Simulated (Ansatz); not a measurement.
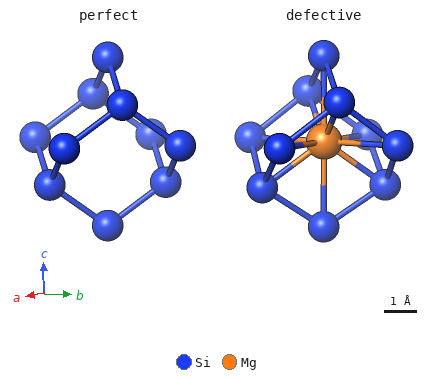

Left: perfect Si. Right: the same region with one point defect, after relaxing the atoms in a supercell of 64 sites. A ball-and-stick model of the atoms within 3.3 Å of one point, seen from a free direction.

These are results of DFT, PBEsol, PAW, plane waves in Ansatz, not measurements. Settings: plane-wave cutoff 420 eV; k-point mesh 1 × 1 × 1; mesh shifted by (0.25, 0.25, 0.25); collinear spin. Fermi-Dirac smearing of 0.01 eV. A uniform background neutralises the charged cell. The axes drawn are those of the host's conventional cell.

### Which defect is it?

An extra magnesium atom is put between the host's atoms (an interstitial).

The charge state of the cell is +1.

### How does the lattice respond?

The Mg atom starts with 10 Si at 2.35 to 2.72 Å around its place and ends with 10 Si at 2.50 to 2.77 Å. Of the host's atoms, a silicon atom moves furthest from its site, by 0.17 Å. The cell's net moment is 0.97 μB.

Limits of the set-up: the cell is charged, on a uniform background, and energies carry no finite-size correction.
